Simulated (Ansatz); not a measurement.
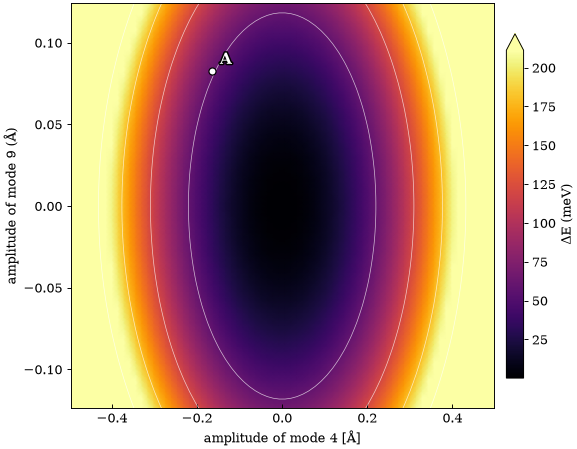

KCl (Fm-3m, No. 225; 4 atoms in the cell). The energy is mapped over two normal modes frozen in (zone-centre modes of the 4-atom cell of this scan, which folds in the wave vector (0, 0, 1/2) of the primitive cell). First axis: amplitude of mode 4 (92 cm⁻¹), largest displacement. Second axis: amplitude of mode 9 (126 cm⁻¹), largest displacement. Nothing is relaxed (the cell and all other modes fixed). Grid: 7 × 7 points; 16 points were computed and 33 follow by symmetry. Points are written as (first, second). Energies: meV per cell, counted from the lowest grid point. Level of theory: Ansatz 0.2.0, DFT PBE, scalar-relativistic, plane waves, PAW. Settings: cutoff 420 eV, k-mesh 6×6×6, gaussian smearing 0.05 eV, no spin polarisation.

In the figure: a smooth colour map with a few white contour lines, one colour for all values above the top of the scale, the point A. Between grid points the surface is interpolated.

### Is A at rest? If not, where is it pushed?

A, at (−0.166 Å, 0.083 Å), is not a stationary point. The computed force is 430 meV for each Å towards larger values of the first coordinate and 760 meV for each Å towards smaller values of the second coordinate.
